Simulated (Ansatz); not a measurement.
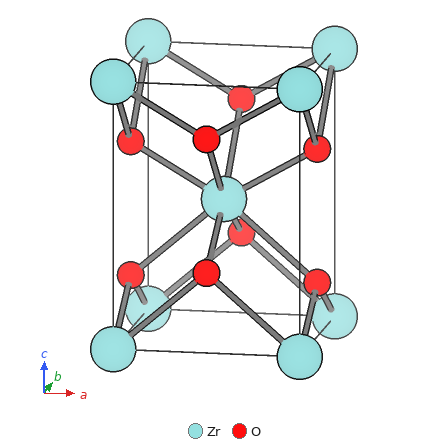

System: ZrO₂, space group P4_2/nmc (No. 137). The picture shows the conventional cell.

Starting cell:
```yaml
crystal:
  lattice:
    - [3.58449, 0.00000, 0.00000]
    - [0.00000, 3.58449, 0.00000]
    - [0.00000, 0.00000, 5.17720]
  atoms:
    - { symbol: Zr, position: [0.00000, 0.00000, 0.00000] }
    - { symbol: Zr, position: [0.50000, 0.50000, 0.50000] }
    - { symbol: O, position: [0.00000, 0.50000, 0.20148] }
    - { symbol: O, position: [0.00000, 0.50000, 0.70148] }
    - { symbol: O, position: [0.50000, 0.00000, 0.29852] }
    - { symbol: O, position: [0.50000, 0.00000, 0.79852] }
```

How it was computed, with Ansatz 0.2.0: perturbation theory at the zone centre of a relaxed insulator, optical modes (intensities summed over a level), dielectric tensors and Born charges, a negative frequency is imaginary, spin-unpolarised plane waves. Level: PBEsol.

periodic directions 3; potentials PAW; wave cutoff 420 eV; k mesh 6×6×4.

Describe the result: the infrared spectrum of the zone-centre phonons.

The strongest infrared line is at 434.2 cm⁻¹, followed by 327.5 (53 % of it) and 114.6 (49 % of it).

| frequency (cm⁻¹) | degeneracy | infrared ((debye/Å)²/amu) |
| --- | --- | --- |
| 114.6 | 2 | 44.5 |
| 132.8 | 2 | 0 |
| 280.9 | 1 | 0 |
| 304.7 | 1 | 0 |
| 327.5 | 1 | 48 |
| 434.2 | 2 | 91.5 |
| 437.8 | 2 | 0 |
| 585.5 | 1 | 0 |
| 635.3 | 2 | 0 |
| 639.6 | 1 | 0 |

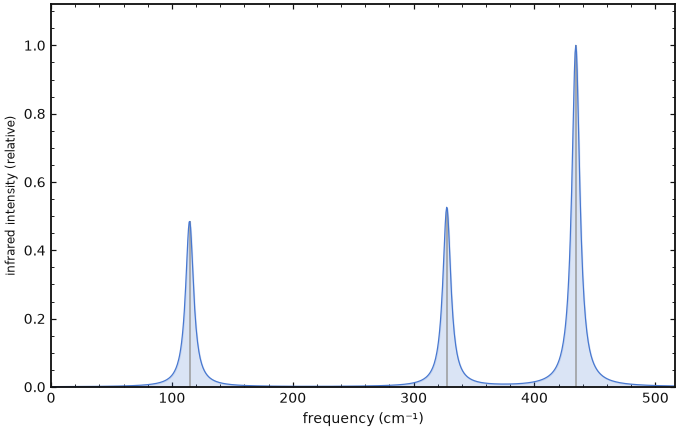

Lines are broadened by Lorentzians of 8 cm⁻¹ full width; the spectrum is scaled to its strongest line. These are zero-field (TO) frequencies; inactive modes don't show.
